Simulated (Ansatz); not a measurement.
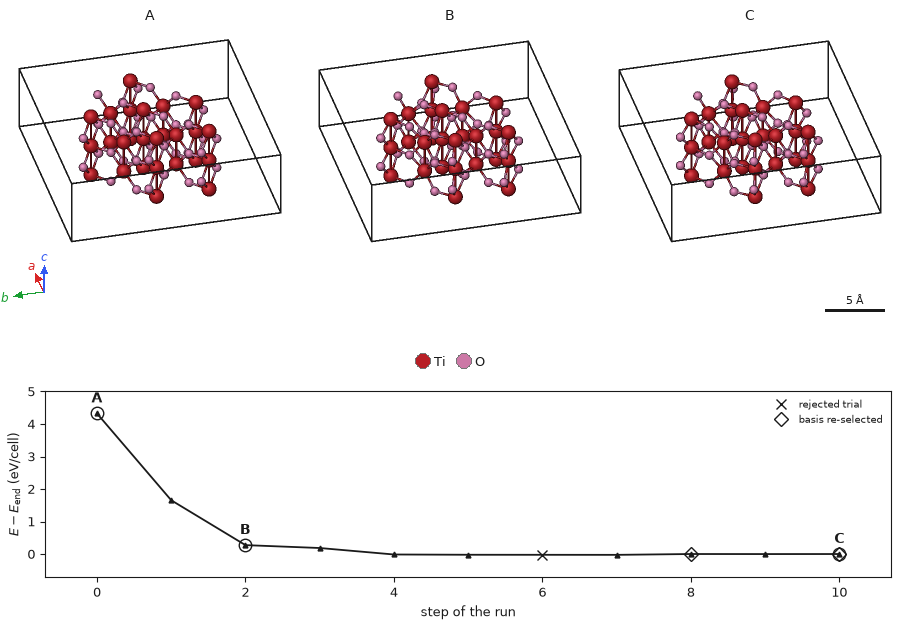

Frames of a relaxation of a wire of composition TiO2, marked on the history of the run. Style: ball-and-stick. Shown: the 2 repeat of the cell, with the vacuum cut short (origin shifted), from a free direction.

Case: wire along [0 0 1], 30 atoms a period.

These are results of DFT PBEsol, scalar-relativistic, plane waves, PAW in Ansatz 0.2.0, not measurements.

Input
```yaml
crystal:
  lattice:
    - [20.0, 0.0, 0.0]
    - [0.0, 20.3, 0.0]
    - [0.0, 0.0, 2.9392264225]
  atoms:
    - { symbol: Ti, position: [0.2704565587, 0.2738488263, 0.0] }
    - { symbol: Ti, position: [0.2704565587, 0.5, 0.0] }
    - { symbol: Ti, position: [0.5, 0.2738488263, 0.0] }
    - { symbol: Ti, position: [0.5, 0.5, 0.0] }
    - { symbol: Ti, position: [0.5, 0.7261511737, 0.0] }
    - { symbol: Ti, position: [0.7295434413, 0.5, 0.0] }
    - { symbol: Ti, position: [0.3852282794, 0.3869244132, 0.5] }
    - { symbol: Ti, position: [0.3852282794, 0.6130755868, 0.5] }
    - { symbol: Ti, position: [0.6147717206, 0.3869244132, 0.5] }
    - { symbol: Ti, position: [0.6147717206, 0.6130755868, 0.5] }
    - { symbol: O, position: [0.340331899, 0.3426915261, 0.0] }
    - { symbol: O, position: [0.340331899, 0.5688426998, 0.0] }
    - { symbol: O, position: [0.5698753403, 0.3426915261, 0.0] }
    - { symbol: O, position: [0.5698753403, 0.5688426998, 0.0] }
    - { symbol: O, position: [0.3153529391, 0.2296159393, 0.5] }
    - { symbol: O, position: [0.3153529391, 0.455767113, 0.5] }
    - { symbol: O, position: [0.5448963803, 0.2296159393, 0.5] }
    - { symbol: O, position: [0.5448963803, 0.455767113, 0.5] }
    - { symbol: O, position: [0.5448963803, 0.6819182866, 0.5] }
    - { symbol: O, position: [0.7744398216, 0.455767113, 0.5] }
    - { symbol: O, position: [0.4301246597, 0.4311573002, 0.0] }
    - { symbol: O, position: [0.4301246597, 0.6573084739, 0.0] }
    - { symbol: O, position: [0.659668101, 0.4311573002, 0.0] }
    - { symbol: O, position: [0.659668101, 0.6573084739, 0.0] }
    - { symbol: O, position: [0.2255601784, 0.3180817134, 0.5] }
    - { symbol: O, position: [0.2255601784, 0.544232887, 0.5] }
    - { symbol: O, position: [0.4551036197, 0.3180817134, 0.5] }
    - { symbol: O, position: [0.4551036197, 0.544232887, 0.5] }
    - { symbol: O, position: [0.4551036197, 0.7703840607, 0.5] }
    - { symbol: O, position: [0.6846470609, 0.544232887, 0.5] }
basis:
  ecutwfc: 420
kpoints:
  mp_grid: { grid: [1, 1, 11] }
hamiltonian:
  xc: pbesol
scf:
  occupations: { method: gaussian, width: 0.05 }
output:
  forces: true
  stress: true
  eigenvalues: true
  populations: true
  write_density: true
  write_potential: true
  elf: true
  volumetric_format: npy
relax:
  adjacent_minimum: "off"
  f_tol: 0.02
  max_steps: 45
  cell: { fix: [a, b, alpha, beta, gamma], stress_tol: 0.03 }
```

Command:
```bash
ansatz run input.yaml --threads 4 --pin off --max-ram 11264MiB --backend cpu --events-out ev --progress --plain --runs-dir out
```

> Describe the path.

The largest moves relative to the layer's centre, 0.43 Å, are those of O17 and O26. By element the largest moves are O 0.43 Å, Ti 0.18 Å. Along the periodic axis the drawn cell goes c 5.878 → 5.754 Å (−2.1 %). Some distances before and after: Ti8–O28 1.976 → 1.772 Å, Ti4–O14 1.976 → 1.784 Å, Ti10–O14 1.942 → 2.109 Å, Ti10–O24 1.942 → 1.806 Å. Among the angles between lasting bonds that change: Ti10–O14–Ti10 98.3° → 86.0°, Ti4–O28–Ti4 98.3° → 90.8°, Ti10–O24–Ti10 98.3° → 105.6°. The energy falls by 4.323 eV per cell of the calculation in 7 accepted moves (10 points after the start). The largest force component goes from 3 to 0.01 eV/Å. The line search rejected the trial step at point 6 of the run. The SCF was repeated twice at an unchanged geometry on a basis and grid sized afresh for the cell, which shifted the energy by 25.7 meV per cell of the calculation at most. Cost: 14 min on 4 threads of Arm Neoverse V2, on a shared host, peak memory 3.6 GiB. From step 0 to 2: O atoms move most (0.31 Å), energy −4.049 eV per cell of the calculation. From step 2 to 10: O atoms move most (0.15 Å), energy −0.274 eV per cell of the calculation.
